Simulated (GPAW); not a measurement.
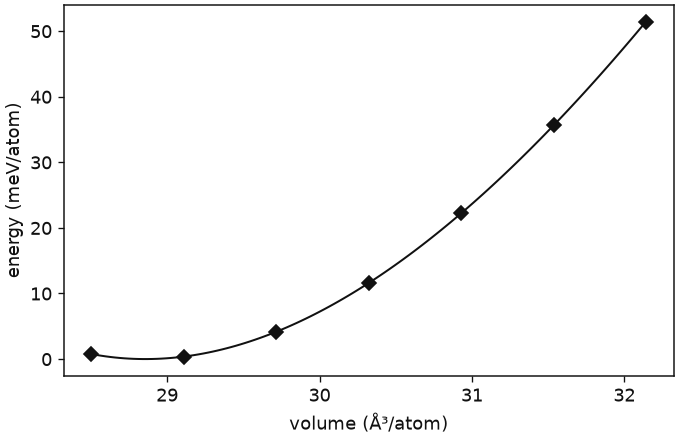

The figure shows the energy against volume for Pb, space group Fm-3m (No. 225).

Starting cell:
```
CELL_PARAMETERS angstrom
0.00000 2.47502 2.47502
2.47502 0.00000 2.47502
2.47502 2.47502 0.00000
ATOMIC_POSITIONS crystal
Pb 0.00000 0.00000 0.00000
```

Method: PAW DFT in plane waves, on a grid or in atomic orbitals, no spin polarisation; energies at scaled volumes of the given cell, shape and fractions fixed, counted from the fit's minimum, third-order Birch-Murnaghan fit (GPAW 26.7.0). Level: LDA.

- k mesh: 9×9×9
- occupations: Fermi–Dirac
- smearing width: 0.05 eV
- potentials: PAW data sets made by gpaw setup for the functional
- wave cutoff: 600 eV
- program settings: basis pw

From this curve and the settings, what does the calculation give for the pressure at the same points?

The pressure falls from 0.69 GPa at volume 28.50 Å³/atom to −4.48 GPa at 32.14 Å³/atom, and changes sign near 28.86 Å³/atom.

```json
{"volume (Å³/atom)": "28.50", "pressure (GPa)": "0.69"}
{"volume (Å³/atom)": "29.11", "pressure (GPa)": "-0.48"}
{"volume (Å³/atom)": "29.72", "pressure (GPa)": "-1.51"}
{"volume (Å³/atom)": "30.32", "pressure (GPa)": "-2.41"}
{"volume (Å³/atom)": "30.93", "pressure (GPa)": "-3.19"}
{"volume (Å³/atom)": "31.54", "pressure (GPa)": "-3.88"}
{"volume (Å³/atom)": "32.14", "pressure (GPa)": "-4.48"}
```

Caveats: spin-orbit coupling left out, heavy elements.
